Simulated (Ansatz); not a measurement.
Run report: Si$_{31}$O, geometry relaxation (part 2 of 4)

Continued. System: Si$_{31}$O (defect cell, 32 atoms in the cell). Method: DFT PBE, scalar-relativistic, plane waves, PAW, spin-polarised (Ansatz 0.2.0); cutoff 420 eV, 3×3×1 k-mesh, Gaussian smearing of 0.05 eV, collinear spins. The structure derives from an entry of the Crystallography Open Database.

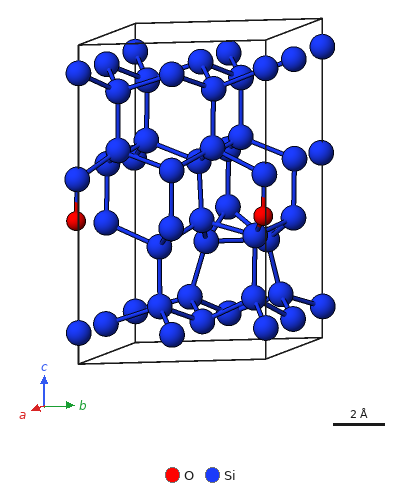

The geometry at step 12 of the log (ball-and-stick view of the cell of the calculation, seen slightly off an axis).

**Output, continued**
```
relax step  11: F+E_penalty+E_count = -20275.98732966 eV  Δ(F+E_penalty+E_count) = -3.202e-2 eV  max|allowed force component| = 1.310e-1 eV/Å  Δτ_max = 0.0964 Å  (6 SCF iters, dr2 threshold 5.26e-5 eV, accepted)
SCF 12 converged in 8 iterations: F = -20275.992074 eV  dr2 = 1.74e-9
relax step  12: F+E_penalty+E_count = -20275.99207355 eV  Δ(F+E_penalty+E_count) = -4.744e-3 eV  max|allowed force component| = 5.135e-2 eV/Å  Δτ_max = 0.0261 Å  (8 SCF iters, accepted)
SCF iter   1: F=—  HF=-20275.993073 eV  |F-HF|=—  |Δ(HF+E_count)|=         —  Δρ=2.78e-4 (↑2.78e-4 ↓2.32e-4)  dr2=1.07e-3  dr2_m=5.71e-5  M=0.000 μB ∫|m|=0.004 μB  β_m=0.30  ethr=8.16e-6  ⟨swp⟩=2.0  Hψ=1926  notcnv=0  defer=284
preconditioner: auto → Resta (q_TF=auto, 2.095 Å⁻¹)  ε∞=5.3  [insulator: Δε(μ)=0.596 eV  Ē_g=8.007 eV  σ=0.050 eV  W_gap=1.00  n_scr=98 (ndim 8)  ℏωp=16.7 eV  f_vac=0.001  D(μ)=0.00/eV (n_scr^D=0)  ε∞_Penn≈5.3]
spin=Collinear: Resta preconditioning applied to the charge; magnetization (m = ρ↑ − ρ↓) channel mixes plain (no charge-response kernel on spin).
SCF iter   2: F=—  HF=-20275.993018 eV  |F-HF|=—  |Δ(HF+E_count)|=   5.49e-5  Δρ=2.00e-4 (↑2.00e-4 ↓1.70e-4)  dr2=4.97e-4  dr2_m=3.13e-5  M=0.000 μB ∫|m|=0.003 μB  β_m=0.65  ethr=8.23e-7  ⟨swp⟩=1.0  Hψ=1140  notcnv=0  defer=284
SCF iter   3: F=—  HF=-20275.992984 eV  |F-HF|=—  |Δ(HF+E_count)|=   3.37e-5  Δρ=2.76e-5 (↑2.76e-5 ↓2.45e-5)  dr2=1.50e-5  dr2_m=4.40e-7  M=0.000 μB ∫|m|=0.001 μB  β_m=0.69  ethr=3.82e-7  ⟨swp⟩=2.0  Hψ=1355  notcnv=0  defer=284
SCF iter   4: F=—  HF=-20275.992922 eV  |F-HF|=—  |Δ(HF+E_count)|=   6.21e-5  Δρ=1.32e-5 (↑1.32e-5 ↓1.26e-5)  dr2=3.50e-6  dr2_m=2.05e-8  M=0.000 μB ∫|m|=0.000 μB  β_m=0.66  ethr=1.15e-8  ⟨swp⟩=2.0  Hψ=1356  notcnv=0  defer=284
SCF iter   5: F=—  HF=-20275.992922 eV  |F-HF|=—  |Δ(HF+E_count)|=   2.93e-7  Δρ=4.23e-6 (↑4.23e-6 ↓4.04e-6)  dr2=5.07e-7  dr2_m=3.39e-9  M=0.000 μB ∫|m|=0.000 μB  β_m=0.68  ethr=2.69e-9  ⟨swp⟩=2.0  Hψ=1356  notcnv=0  defer=284
iter 6 did not close the SCF: its close was put off for a magnetic moment that had not settled (scf_convergence_deferred on its scf_iter line)
SCF iter   6: F=-20275.992922 eV  HF=-20275.992922 eV  |F-HF|=3.15e-8  |Δ(HF+E_count)|=   6.62e-8  Δρ=1.23e-6 (↑1.23e-6 ↓1.14e-6)  dr2=5.08e-8  dr2_m=7.68e-10  M=0.000 μB ∫|m|=0.000 μB  β_m=0.84  ethr=7.69e-11  ⟨swp⟩=4.0  Hψ=2980  notcnv=0
SCF iter   7: F=-20275.992922 eV  HF=-20275.992922 eV  |F-HF|=2.37e-9  |Δ(HF+E_count)|=   4.01e-8  Δρ=3.24e-7 (↑3.08e-7 ↓3.24e-7)  dr2=5.57e-9  dr2_m=3.12e-11  M=0.000 μB ∫|m|=0.000 μB  ethr=3.91e-11  ⟨swp⟩=2.0  Hψ=2832  notcnv=0
the starting moments were not kept: the SCF closed with an absolute magnetisation of 1.2e-5 μB, where they sum to 2.5 μB in size (5 sites). That is at most 0.1 of that sum. Measured as dr2_m measures the in/out step, that magnetisation stands 3.8e-12 eV from none, at or under the dr2_threshold of 1.0e-7 eV: it is no larger than a step whose dr2_m would equal this threshold.
SCF 13 converged in 7 iterations: F = -20275.992922 eV  dr2 = 5.57e-9
relax step  13: F+E_penalty+E_count = -20275.99292193 eV  Δ(F+E_penalty+E_count) = -8.484e-4 eV  max|allowed force component| = 1.257e-2 eV/Å  Δτ_max = 0.0092 Å  (7 SCF iters, accepted)
```

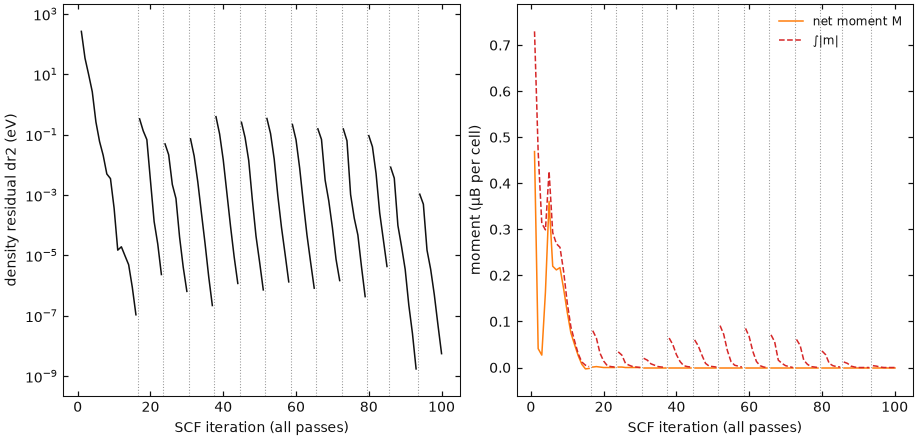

Convergence of the self-consistent field: density residual dr2 and magnetic moment against the SCF iteration. The dotted lines part the SCF passes of the relaxation: geometry steps, rejected trials and re-solves on a re-selected basis. The 13 passes take 6 to 16 iterations each, 100 in all. The net moment goes from 0.5 to 0.0 μB per cell, and ∫|m| falls to zero.

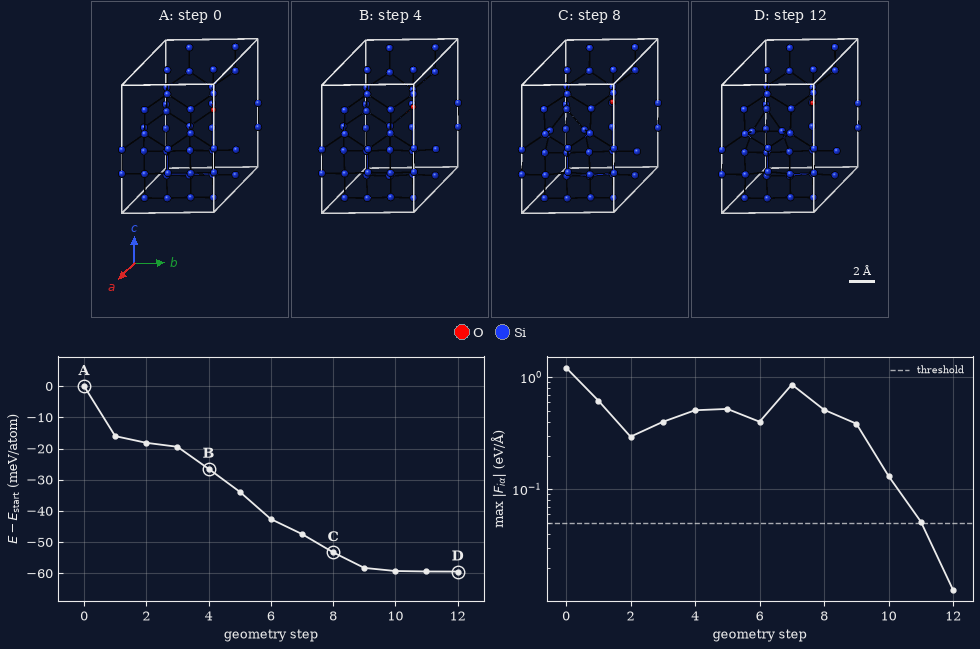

Frames of the relaxation (ball-and-stick view of the cell of the calculation (origin shifted), seen at an oblique angle) above the curves, on which the letters mark them (the first geometry is step 0 here and step 1 in the log).

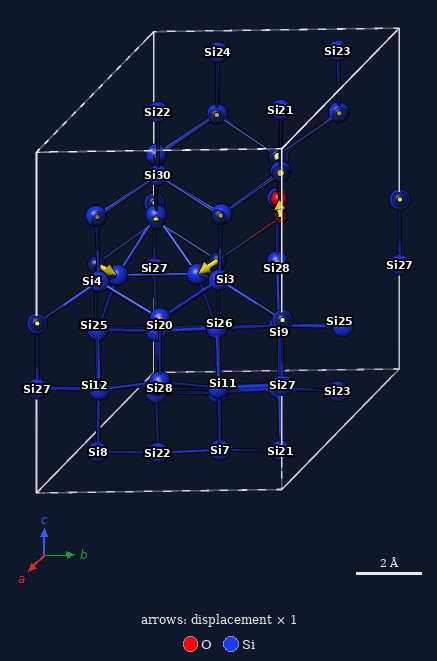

Start (faint) and end (solid) with the displacements as yellow arrows, at true length (ball-and-stick view of the cell of the calculation (origin shifted), seen at an oblique angle). The largest move is that of Si18, 0.77 Å. Largest moves by element: Si 0.77 Å, O 0.58 Å. The lattice vectors keep their values. Among the contacts that change: Si17–Si18 3.766 → 2.463 Å, O1–Si17 2.351 → 3.505 Å, O1–Si18 2.418 → 3.504 Å, O1–Si20 2.310 → 1.709 Å. New bonds form: O1–Si13 (2.30 → 1.70 Å), O1–Si20 (2.31 → 1.71 Å), Si17–Si18 (3.77 → 2.46 Å). Among the angles that change: Si17–Si2–Si18 108.1° → 64.4°, Si13–O1–Si20 110.9° → 130.4°, O1–Si20–Si28 111.0° → 127.7°. Over 12 geometry steps the energy falls by 59.4 meV per atom. The largest force component goes from 1.2 to 0.013 eV/Å. (Atoms are counted from 1 in the order of the input.)

```
SCF converged after 7 iterations
Magnetization: 0.0000 μB (65.0000 up, 65.0000 down)
Absolute magnetization: 0.0000 μB (∫|ρ↑−ρ↓|, with the PAW one-centre terms)
Spin contamination: 0.0000 ħ² per cell (⟨S²⟩ above its minimum at these occupations)
Per-site moments (μB) at R_I (Å): [(-3.0168642789388195e-8, 0.7014985144593757), (6.977362410079836e-7, 0.9531464877930983), (1.2271151315966907e-7, 0.953226052571397), (1.1869758467409613e-7, 0.9532159271696704), (3.452280282331175e-8, 0.9616801529250598), (-2.7284226364441045e-8, 0.9633756277048705), (-3.013995434214014e-8, 0.9627014240937456), (-3.210002433070471e-8, 0.9627270746726168), (2.692239586248339e-8, 0.9635552329454926), (-6.789028982410741e-9, 0.9617763646025173), (1.0076516113947547e-8, 0.961212648274533), (9.256521768111658e-9, 0.9612559364042765), (7.511986047527571e-8, 0.7014985144593757), (-6.04109995885763e-8, 0.9562277335300157), (-2.166327772442994e-8, 0.960602018702876), (-1.8069786838223957e-8, 0.9606045500225301), (-3.630339094651386e-7, 0.9531464877930983), (-3.725148066516629e-7, 0.9532052855151282), (-1.0758432672786755e-7, 0.9565513224847529), (-3.739795006185974e-8, 0.7050212162102072), (-2.8131865364005504e-8, 0.9616801529250598), (1.9923853042423403e-8, 0.9633756277048705), (-8.611250617399361e-9, 0.9627014240937456), (-7.838808372319102e-9, 0.9627270746726168), (9.709586144986626e-8, 0.9577711637112887), (9.729731357442345e-8, 0.9577537825533705), (2.256405435336207e-8, 0.9638928645671702), (6.128415817848841e-8, 0.9643901967236881), (-1.0709824363529254e-7, 0.960602018702876), (3.916016040269202e-9, 0.9640208381934797), (-3.3512324024570606e-8, 0.9622177698315004), (-3.6343418211470124e-8, 0.9622084905756414)]
Free energy (F): -20275.992922 eV
Harris-Foulkes:  -20275.992922 eV  (|F-HF|=2.37e-9)
Internal energy: -20275.992922 eV  (E = F + TS)
E sigma→0 (E₀):  -20275.992922 eV
Fermi energy:    6.492550 eV
--- Per-component energies (eV) ---
  E_band       = 104.404915
  E_kinetic    = 1433.184198
  E_local      = -1489.772418  (includes V_loc(G=0)·N_el)
  E_nonlocal   = 853.360238
  E_hartree    = 483.013881
  E_xc         = -1785.987102
  E_vxc        = -1545.016018  (∫ρ·V_xc dr)
  E_paw        = -16055.303643  (= ΣΔE_a)
  E_vpaw       = -113.381694  (= ΣTr[D̂ρ^β])
  E_aug_tail   = 0.002655  (compensation charges beyond the density's cutoff)
  E_ewald      = -3714.490731
  E_smearing   = -0.000000  (= −TS)
  E_closure    = 0.000000  (closes the sum)
  Σ components = -20275.992922   (vs F -20275.992922, Δ=0.00e0)
--- Forces (eV/Å), atoms counted from 1 ---
  atom   1  O      0.00082144     0.00088329     0.00370770
  atom   2  Si    -0.00072501    -0.00006330    -0.00259291
  atom   3  Si     0.00482939     0.00291153    -0.00132739
  atom   4  Si     0.00488953     0.00301106    -0.00169276
  atom   5  Si     0.00753667     0.00366785    -0.01257547
  atom   6  Si     0.00828440     0.00548460    -0.00812675
  atom   7  Si    -0.00337782    -0.00421627    -0.00387758
  atom   8  Si    -0.00478972    -0.00073126    -0.00265290
  atom   9  Si    -0.00062848    -0.00032087     0.00422801
  atom  10  Si    -0.00198519    -0.00210236     0.00141867
  atom  11  Si    -0.00076288     0.00420846    -0.00838624
  atom  12  Si     0.00248526    -0.00278773    -0.00926249
  atom  13  Si     0.00220388     0.00136708     0.00949822
  atom  14  Si     0.00362790     0.00241550     0.00379627
  atom  15  Si    -0.00428641    -0.00254569     0.00407460
  atom  16  Si    -0.00401389    -0.00222072     0.00474033
  atom  17  Si    -0.00270132    -0.00226825     0.00679007
  atom  18  Si    -0.00177330    -0.00261322     0.00805725
  atom  19  Si     0.00214001     0.00110198    -0.00018517
  atom  20  Si    -0.00594917    -0.00244818    -0.00121821
  atom  21  Si     0.00367059     0.00331942     0.00457549
  atom  22  Si     0.00313069     0.00079912     0.00236535
  atom  23  Si    -0.00654879    -0.00233251     0.00710326
  atom  24  Si    -0.00620880    -0.00534977     0.00546719
  atom  25  Si     0.00319911     0.00457745     0.00144618
  atom  26  Si     0.00373217     0.00066974     0.00140861
  atom  27  Si    -0.00313575    -0.00095497     0.00458263
  atom  28  Si    -0.00348097    -0.00356996     0.00292767
  atom  29  Si     0.00566493     0.00326911    -0.00165872
  atom  30  Si     0.00033146    -0.00018806    -0.00338699
  atom  31  Si    -0.00548371     0.00257597    -0.01070807
  atom  32  Si    -0.00068713    -0.00555057    -0.00858591
  max |Σ_I F_I| component: 5.01e-5 eV/Å
--- Relaxed structure (13 steps of the walk, 13 accepted, 0 SCFs on fresh bases) ---
  F+E_penalty+E_count = -20275.99292193 eV   max|allowed force component| = 1.257e-2 eV/Å
  atoms:
    - { symbol: O, position: [-0.06571897896216401, -0.03287847185369871, 0.4436380671242872] }
    - { symbol: Si, position: [-0.023495038123788836, 0.4882447636410926, 0.41605431862611625] }
    - { symbol: Si, position: [0.5118768224232133, 0.0009248653782371689, 0.4101242740247081] }
    - { symbol: Si, position: [0.5118582575115962, 0.5109109319991519, 0.4101303645570883] }
    - { symbol: Si, position: [-0.0005909490775109137, -0.00027099634617043126, 0.9117405556742524] }
    - { symbol: Si, position: [-0.005780377800875869, 0.4971133710688834, 0.8998860205789161] }
    - { symbol: Si, position: [0.5005831922040334, -0.0005812740572546379, 0.9065010896117404] }
    - { symbol: Si, position: [0.5005842233422998, 0.5011708054474533, 0.9064848470770537] }
    - { symbol: Si, position: [0.008912630102961009, 0.004464146271563529, 0.09812135996739135] }
    - { symbol: Si, position: [0.0007221480123535962, 0.5003770291906261, 0.0838262057723964] }
    - { symbol: Si, position: [0.513606016571579, -0.0010948955124007883, 0.09334602344268605] }
    - { symbol: Si, position: [0.5136058208870475, 0.5147082349916896, 0.09334349595152273] }
    - { symbol: Si, position: [-0.03258901881168336, -0.016328208535220604, 0.5763380398322909] }
    - { symbol: Si, position: [-0.01082701918216969, 0.4945614181203522, 0.5983242012484382] }
    - { symbol: Si, position: [0.4846028627526809, -0.0017827281889593552, 0.5931537408129867] }
    - { symbol: Si, position: [0.4845665772832638, 0.4863668130067799, 0.5931568271799234] }
    - { symbol: Si, position: [0.21631889892357153, 0.44598799825412233, 0.32498292818284086] }
    - { symbol: Si, position: [0.21623288528316872, 0.770439681404607, 0.32500619633007816] }
    - { symbol: Si, position: [0.656431023617407, 0.328205956004941, 0.33930821371995373] }
    - { symbol: Si, position: [0.7162378619127308, 0.8580890117049518, 0.37036761149258707] }
    - { symbol: Si, position: [0.3273697504898427, 0.16367538703215642, 0.8418759429771365] }
    - { symbol: Si, position: [0.3317350721830871, 0.665880352638939, 0.8424460930852422] }
    - { symbol: Si, position: [0.8320151825264206, 0.16050278649134192, 0.8406772760365617] }
    - { symbol: Si, position: [0.8320421732371329, 0.6715505977227718, 0.8406828203069125] }
    - { symbol: Si, position: [0.17640191095167812, 0.34539742362570197, 0.1499735461127439] }
    - { symbol: Si, position: [0.17641649133568163, 0.8310298543084835, 0.14997220032257053] }
    - { symbol: Si, position: [0.6697357028618753, 0.33486818933719914, 0.1530546816335989] }
    - { symbol: Si, position: [0.6847957912959179, 0.8424105503239523, 0.17389259391720588] }
    - { symbol: Si, position: [0.3015210739147589, 0.15074846894834376, 0.6511578735161159] }
    - { symbol: Si, position: [0.32721470736325464, 0.6636191027110402, 0.6553286421702393] }
    - { symbol: Si, position: [0.8190991618077123, 0.1570215302573402, 0.6550094515730305] }
    - { symbol: Si, position: [0.8190773079629246, 0.6620085347119824, 0.6549989059413843] }
--- Löwdin populations: 32 sites ---
  site symbol       q [e]    m [muB]
     0      O      6.7343    -0.0000
     1     Si      3.9478     0.0000
     2     Si      3.9835     0.0000
     3     Si      3.9836     0.0000
     4     Si      3.9577     0.0000
     5     Si      3.9621    -0.0000
     6     Si      3.9592    -0.0000
     7     Si      3.9593    -0.0000
     8     Si      3.9555     0.0000
     9     Si      3.9520    -0.0000
    10     Si      3.9531     0.0000
    11     Si      3.9531     0.0000
    12     Si      3.4270     0.0000
    13     Si      3.9521    -0.0000
    14     Si      3.9568    -0.0000
    15     Si      3.9568    -0.0000
    16     Si      3.9743    -0.0000
    17     Si      3.9743    -0.0000
    18     Si      3.9389    -0.0000
    19     Si      3.4393    -0.0000
    20     Si      3.9521    -0.0000
    21     Si      3.9700     0.0000
    22     Si      3.9640    -0.0000
    23     Si      3.9640    -0.0000
    24     Si      3.9575     0.0000
    25     Si      3.9574     0.0000
    26     Si      3.9618     0.0000
    27     Si      3.9938     0.0000
    28     Si      4.0010    -0.0000
    29     Si      3.9718     0.0000
    30     Si      4.0073    -0.0000
    31     Si      4.0073    -0.0000
  spilling = 0.010548 (of n_electrons = 130.000000)
settings of this run that can trade accuracy for cost: output.eigenvalues: false. Do not mix this run's numbers with those of runs without the same settings; the input reference describes each key
```
